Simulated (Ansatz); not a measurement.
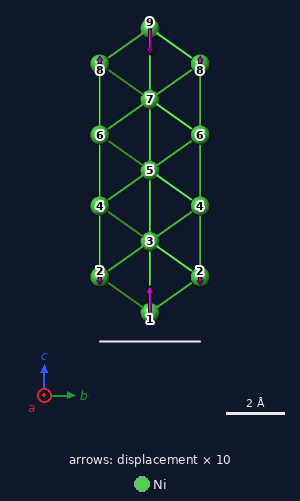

This is a relaxation of a slab of composition Ni (cut from the Fm-3m phase). The starting structure is drawn; purple arrows show the displacements, 10 times their true length.

A ball-and-stick model of the 2 × 1 repeat of the cell, outlined in the plane, without the vacuum, seen along the a axis.

Case: (1 1 0) slab, atoms relaxed. The slab is the (1 1 0) face of Ni.

These are results of Ansatz, DFT PBEsol, scalar-relativistic, plane waves, PAW, not measurements. (plane-wave cutoff 420 eV; k-point mesh 14 × 10 × 1; occupations gaussian; smearing width 0.1 eV; collinear spin; dipole correction; atoms relaxed in a fixed cell; force threshold 0.02 eV/Å; at most 60 steps)

### What did the optimiser do to the structure, and how much energy did it gain?

Over 3 accepted moves (4 points after the start) the energy falls by 82.5 meV per cell of the calculation. The largest force component goes from 0.68 to 0.00025 eV/Å. The line search rejected the trial step at point 3 of the run. The largest moves, 0.095 Å, are those of Ni1 and Ni9. Ni1 goes along the normal (+c). The cell stays as it was. Near-neighbour distances that change, for instance: Ni1–Ni3 2.449 → 2.360 Å, Ni1–Ni2 2.449 → 2.389 Å, Ni2–Ni4 2.449 → 2.483 Å, Ni2–Ni3 2.449 → 2.467 Å.
